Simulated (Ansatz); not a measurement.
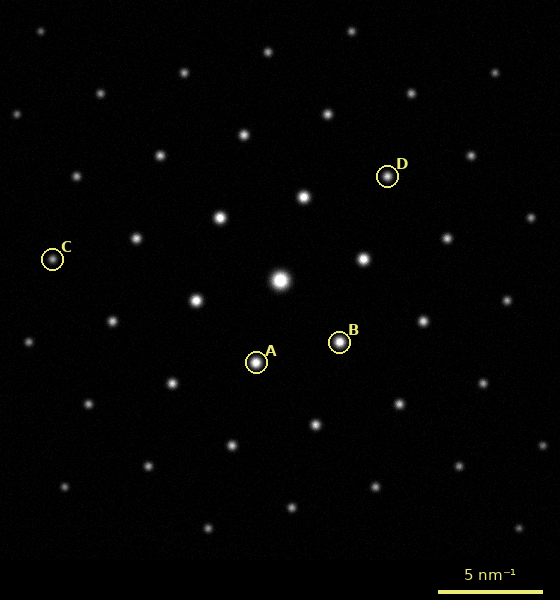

Kinematic zone-axis pattern, calculated for 200 keV electrons with B = 0.3 Å². The zone axis points towards the electron source and the pattern is seen from the source side.

Ge, space group Im-3m (No. 229), a = 3.402 Å. Structure: the geometry relaxed with DFT, revPBE, plane waves (420 eV) with PAW, scalar-relativistic in Ansatz 0.2.0; the starting structure was generated, so it need not be a known form of this composition.

```
atom  site  symmetry       x       y       z
  Ge    2a      m-3m  0.0000  0.0000  0.0000
```

Spot A is indexed -1 0 1 and spot B 0 -1 1.

Question: Index the other marked spots.

Answer: C = 2A − 3B = -2 3 -1 (d = 0.909 Å). D = −2A + B = 2 -1 -1 (d = 1.389 Å).

Question: Give [uvw].

Answer: The cross product of A and B is parallel to [111]; every spot obeys hu + kv + lw = 0.

Question: What are the spacings of A and B and the angle between them?

Answer: d(A) = 2.406 Å, d(B) = 2.406 Å, and the angle is 60.0°.
